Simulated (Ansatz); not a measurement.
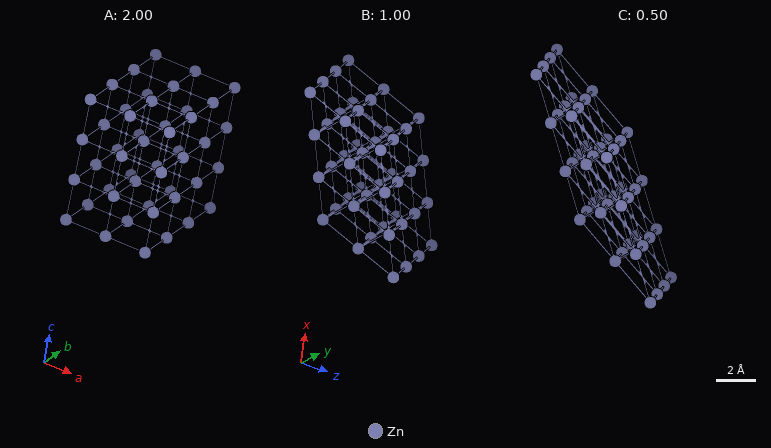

A crystal of Zn (Im-3m): the ratio of the cell's length along [111] to its lengths across, counted as 1 for the reference, is changed at fixed volume (a trigonal path), with the atoms kept at their fractional coordinates. x, y and z are the Cartesian axes of the input. Style: ball-and-stick. Shown: the cell of the calculation, repeated 2 × 3 × 3 with one cell outlined, slightly off an axis.

Method: DFT LDA, scalar-relativistic, plane waves, PAW (Ansatz). (plane-wave cutoff 420 eV; k-point mesh 30 × 30 × 30; occupations gaussian; smearing width 0.15 eV; no spin polarisation). Energies (free energies at the smearing named) are counted from the relaxed crystal.

**Rank the frames from lowest to highest energy.**

Lowest first: B (the relative ratio 1.00, 0 meV/atom), A (the relative ratio 2.00, 301 meV/atom), C (the relative ratio 0.50, 5343 meV/atom). Over the whole scan: the lowest computed point lies at the relative ratio 1.00 (0 meV/atom). The distortion takes the space group from Im-3m to R-3m, except for Pm-3m at 2.00. At the relative ratio 2.00 the cell of the drawing goes a 2.608 → 2.390 Å, b 2.608 → 2.390 Å, c 2.608 → 2.390 Å, α 109.5° → 90.0°, β 109.5° → 90.0°, γ 109.5° → 90.0°.
